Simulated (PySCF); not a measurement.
**A series of single points on PbSe**

System: PbSe (2 atoms in the cell).
Method: Kohn-Sham DFT of a periodic cell in Gaussian orbitals, PBEsol, DZVP-MOLOPT-SR/GTH-PBE, no spin polarisation (PySCF 2.14.0).

The 7 runs differ only in the geometry, by an even scaling of the cell at fixed fractional positions. The structure derives from a Materials Project entry.

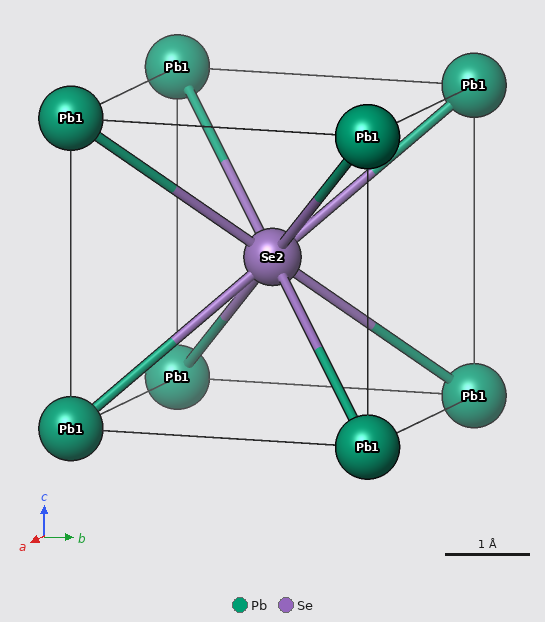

Figure 1. The structure of run 4 (ball-and-stick view of the cell of the calculation, seen slightly off an axis; atoms are numbered from 1 in the order of the input).

**Input of run 4**
```python
import json
import numpy as np
from pyscf.pbc import gto, scf, dft, df

cell = gto.Cell()
cell.a = '''
  3.7843220000    0.0000000000    0.0000000000
  0.0000000000    3.7843220000    0.0000000000
  0.0000000000    0.0000000000    3.7843220000'''
cell.atom = '''
Pb   0.0000000000    0.0000000000    0.0000000000
Se   1.8921610000    1.8921610000    1.8921610000'''
cell.unit = 'A'
cell.basis = {'Pb': 'DZVP-MOLOPT-SR-GTH-q4', 'Se': 'DZVP-MOLOPT-SR-GTH-q6'}
cell.pseudo = {'Pb': 'GTH-PBE-q4', 'Se': 'GTH-PBE-q6'}
cell.ke_cutoff = 58  # hartree
cell.exp_to_discard = 0.02
cell.precision = 1e-08
cell.space_group_symmetry = True
cell.symmorphic = False
cell.max_memory = 2940  # MB
cell.verbose = 4
cell.build()

res = {}
kpts = cell.make_kpts([7, 7, 7], space_group_symmetry=True, time_reversal_symmetry=True)
cell.space_group_symmetry = False  # the mesh holds the operations; no search on the supercells of the integral code
mf = dft.KRKS(cell, kpts, xc='pbesol')
mf = mf.multigrid_numint()
mf = mf.smearing(sigma=0.00183747, method='fermi')  # hartree
mf.conv_tol = 1e-07
mf.max_cycle = 60

mf.kernel()
res.update(converged=bool(mf.converged), e_tot=mf.e_tot, nelec=cell.nelectron, nao=cell.nao, mesh=list(map(int, cell.mesh)), a=cell.lattice_vectors().tolist(), coords=cell.atom_coords().tolist(),
           mo_energy=[np.real(x).tolist() for x in mf.mo_energy], mo_occ=[np.real(x).tolist() for x in mf.mo_occ])
res.update(e_free=mf.e_free, e_zero=mf.e_zero)
res.update(kpts=kpts.kpts_scaled_ibz.tolist(), weights=kpts.weights_ibz.tolist())
res['parts'] = {k: float(np.real(v)) for k, v in mf.scf_summary.items() if np.isscalar(v)}
json.dump(res, open('results.json', 'w'))
if not mf.converged:
    raise SystemExit('SCF not converged')

print('levels (eV)')
for i, kp in enumerate(res['kpts'][:40]):
    print('k %7.4f %7.4f %7.4f  ' % tuple(kp), ' '.join('%.3f' % (x * 27.211386) for x in res['mo_energy'][i][:10]))

mf = mf.to_khf()  # unfold to the whole mesh
kpts = mf.kpts
# Mulliken populations
dm, s = np.asarray(mf.make_rdm1()), np.asarray(mf.get_ovlp())
sites = cell.aoslice_by_atom()[:, 2:]
tot = np.einsum('kij,kji->i', dm, s).real / len(kpts)
res['mulliken'] = [cell.atom_charge(i) - tot[a0:a1].sum() for i, (a0, a1) in enumerate(sites)]
print('Mulliken charges', np.round(res['mulliken'], 5))

# density of states, Gaussians of 0.15 eV
e = np.asarray(mf.mo_energy).real.reshape(1, -1) * 27.211386
ef = mf.get_fermi()
ef = np.max(ef) * 27.211386
x = np.arange(-15, 10.01, 0.1) + round(ef, 1)
dos = np.exp(-((x[:, None, None] - e) / 0.15) ** 2 / 2).sum(-1).T / (0.15 * np.sqrt(2 * np.pi) * len(kpts)) * 2
res.update(dos_e=x.tolist(), dos=dos.tolist())
for a, b in zip(x[::5], dos.T[::5]):
    print('%8.2f' % a, ' '.join('%9.4f' % y for y in b))

# density on a uniform mesh
grids = dft.gen_grid.UniformGrids(cell)
grids.mesh = [21, 21, 21]
grids.build()
ni = dft.numint.KNumInt()
rho = [ni.get_rho(cell, x, grids, kpts) for x in [dm]]
np.save('rho.npy', np.reshape(rho, (-1, *grids.mesh)))
res['done'] = True
json.dump(res, open('results.json', 'w'))
```

Command:
```bash
OMP_NUM_THREADS=2 python -u run.py > log
```

Run 6 has the same physical settings and fractional positions; its lattice vectors (Å) are:
```
   3.834121    0.000000    0.000000
   0.000000    3.834121    0.000000
   0.000000    0.000000    3.834121
```

**Results, with one run withheld**

```tsv
run	volume per atom (Å³)	free energy per atom, from the lowest run given (meV)
1	25.472	7.22
2	26.014	1.49
3	26.556	0.00
4	27.098	2.31
5	27.640	8.02
6	28.182	?
7	28.724	28.19
```

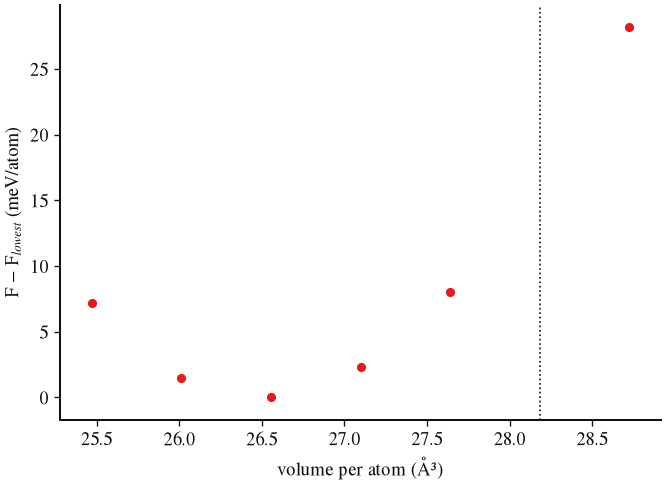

Figure 2. Free energy per atom of the runs given; the dotted line marks run 6.

Fit the runs given and predict run 6.

A cubic polynomial in V^(−2/3) (the Birch–Murnaghan form), fitted to the 6 runs given, misses them by under 0.01 meV per atom. With x = V^(−2/3) − 0.11144 Å⁻², it reads F = 0.9571 − 1789.6 x + 8.0981e+05 x² + 1.8803e+06 x³ (meV per atom). At run 6 it gives 16.75 meV per atom, and the run itself gives 16.76. The fit has its minimum at 26.487 Å³ per atom, where V d²F/dV² gives 55.6 GPa: the bulk modulus at this level, since symmetry fixes the shape and the positions.

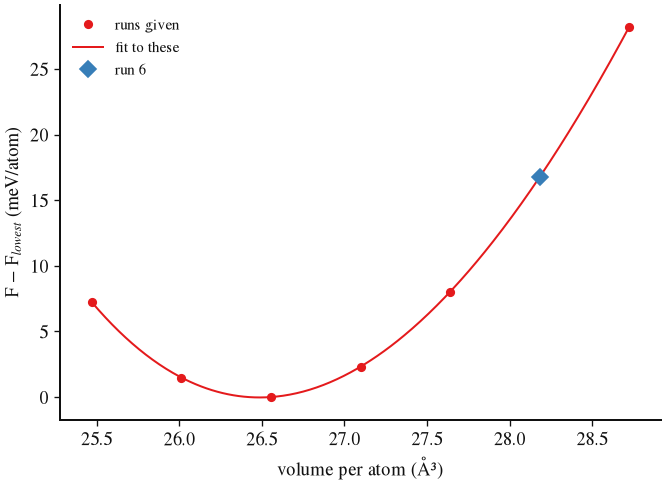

Figure 3. The fit and the withheld run.

**Output, shortened to warnings, some set-up lines, iterations and results (run 6)**
```
k-points in IBZ                         weights
[...]
cycle= 1 E= -12.9696293430051  delta_E= -0.118  |g|= 0.869  |ddm|= 8.98
cycle= 2 E= -12.8431841880876  delta_E= 0.126  |g|= 1.96  |ddm|= 9.52
cycle= 3 E= -12.9978122914211  delta_E= -0.155  |g|= 0.00761  |ddm|= 7.03
cycle= 4 E= -12.9978198532416  delta_E= -7.56e-06  |g|= 0.00364  |ddm|= 0.064
cycle= 5 E= -12.9978190264048  delta_E= 8.27e-07  |g|= 0.000377  |ddm|= 0.0123
cycle= 6 E= -12.9978188813  delta_E= 1.45e-07  |g|= 3.7e-06  |ddm|= 0.0014
cycle= 7 E= -12.9978188796502  delta_E= 1.65e-09  |g|= 1.77e-07  |ddm|= 1.97e-05
    sigma = 0.00183747  Optimized mu = 0.190458614197  entropy = 0.18187848417
nelec by numeric integration = 10.000000000122363
    Total E(T) = -12.9978188794456  Free energy = -12.9981530757039  E0 = -12.9979859775748
Extra cycle  E= -12.9978188794456  delta_E= 2.05e-10  |g|= 3.4e-07  |ddm|= 1.94e-06
converged SCF energy = -12.9978188794456
levels (eV)
k  0.0000  0.0000  0.0000   -7.737 -1.874 3.796 3.796 3.796 10.407 10.407 11.045 11.045 11.045
k  0.5714  0.0000  0.0000   -6.867 -3.478 4.438 4.837 4.837 5.765 8.697 8.697 13.101 16.938
k  0.5714  0.5714  0.0000   -6.349 -2.394 1.086 1.507 5.216 8.765 9.317 9.868 12.552 14.577
k  0.5714  0.5714  0.5714   -6.016 -1.393 2.472 2.736 2.736 5.029 5.029 5.830 17.587 18.318
k  0.7143  0.0000  0.0000   -7.258 -2.819 3.752 4.382 4.382 7.494 9.578 9.578 11.587 14.832
k  0.7143  0.5714  0.0000   -6.552 -2.875 1.775 2.826 5.073 7.765 9.115 9.361 13.850 15.213
k  0.7143  0.5714  0.5714   -6.146 -1.827 1.899 2.111 3.470 5.789 6.537 7.372 15.485 17.199
k  0.7143  0.7143  0.0000   -6.844 -2.762 1.822 4.161 4.795 6.945 9.529 9.656 14.226 14.707
k  0.7143  0.7143  0.5714   -6.301 -2.290 2.138 2.715 3.332 5.899 7.397 8.713 14.677 16.463
k  0.7143  0.7143  0.7143   -6.516 -2.453 2.589 2.589 3.569 7.260 7.260 9.012 15.008 16.334
k  0.8571  0.0000  0.0000   -7.620 -2.138 3.668 3.956 3.956 9.426 10.597 10.597 10.689 12.040
k  0.8571  0.5714  0.0000   -6.776 -3.315 3.140 4.370 4.908 6.594 8.787 8.879 14.182 15.910
k  0.8571  0.5714  0.5714   -6.289 -2.239 1.295 1.677 4.564 7.587 8.308 9.048 13.331 15.494
k  0.8571  0.7143  0.0000   -7.142 -2.780 2.737 4.500 4.945 6.894 9.588 9.605 12.733 15.403
k  0.8571  0.7143  0.5714   -6.478 -2.716 1.919 2.867 4.280 7.149 8.202 9.776 14.014 15.437
k  0.8571  0.7143  0.7143   -6.749 -2.668 2.022 3.772 4.104 7.489 8.841 8.962 14.774 15.884
k  0.8571  0.8571  0.0000   -7.490 -2.296 3.036 4.106 4.523 8.475 10.081 10.321 11.632 13.044
k  0.8571  0.8571  0.5714   -6.689 -3.153 2.869 4.025 4.283 7.420 7.473 9.941 15.012 15.490
k  0.8571  0.8571  0.7143   -7.031 -2.730 2.640 3.707 5.045 7.439 8.525 9.793 13.700 15.702
k  0.8571  0.8571  0.8571   -7.363 -2.392 3.215 3.215 5.162 8.218 9.646 9.646 13.100 13.100
Mulliken charges [ 0.30023 -0.30023]
```

Notes: Spin–orbit coupling is left out, which matters for Pb.
